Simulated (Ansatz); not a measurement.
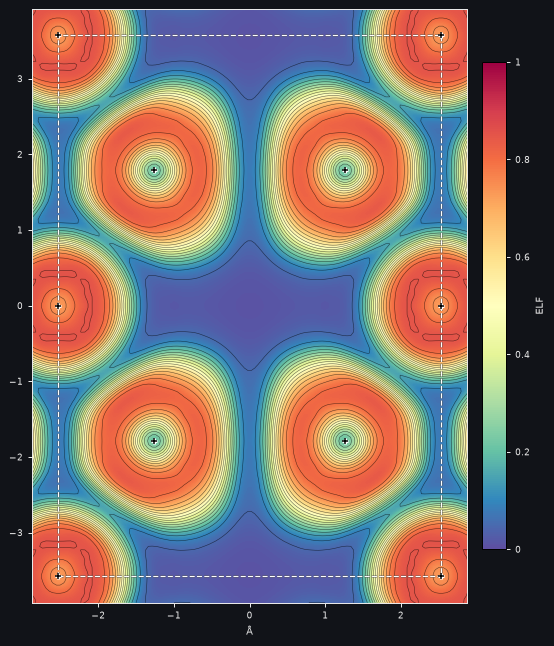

The electron localisation function on a plane through atoms (crosses mark nuclei in the plane).

The calculation used Ansatz, DFT r2SCAN, scalar-relativistic, plane waves, PAW.

Candidates:
A. HfO2, a = 5.06 Å, b = 5.06 Å, c = 5.06 Å, α = 90.00°, β = 90.00°, γ = 90.00°. Space group Fm-3m; a structure from a database of computed crystals, not necessarily the ambient phase; started from the database_225 prototype, which need not be the ambient phase.
B. Mo, a = 4.46 Å, b = 4.46 Å, c = 4.46 Å, α = 60.00°, β = 60.00°, γ = 60.00°. Space group Im-3m; a structure from a database of computed crystals, not necessarily the ambient phase; computed without spin polarisation.

Which system is this?

Candidate A: HfO2 on the (011) plane of the conventional cell, which holds Hf and O. Hf–O (2.19 Å): the ELF peaks at about 0.85 in the valence shell of O, 0.6 Å from its nucleus, and drops to about 0.15 between the two atoms (no localised pair shows between them).
